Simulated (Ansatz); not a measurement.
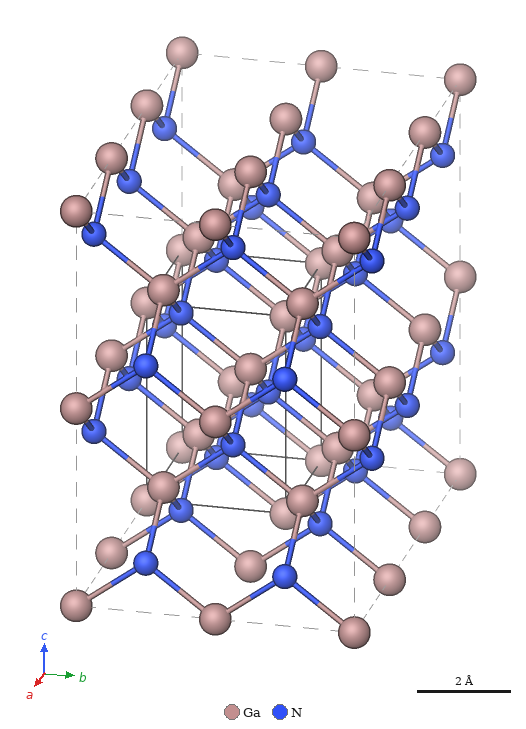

Shown here is a ball-and-stick view of the crystal, taken from a general direction. The conventional unit cell (solid box) is repeated to 3×2×2 cells.

Caption:

Chemical formula GaN. Its lattice is body-centred tetragonal, its space group I-4m2 (No. 119). Counting shared atoms by their share gives 2 Ga, 2 N, or 4 atoms. Each Ga has four N in a tetrahedral arrangement at about 1.9 Å. The N atoms are each bonded to four Ga in a tetrahedral arrangement at about 1.9 Å. The bonds build a three-dimensional framework.

The model was built from a structure listed in the Materials Project. The cell was then strained or its atoms displaced on purpose. A calculation with Ansatz used it as input.
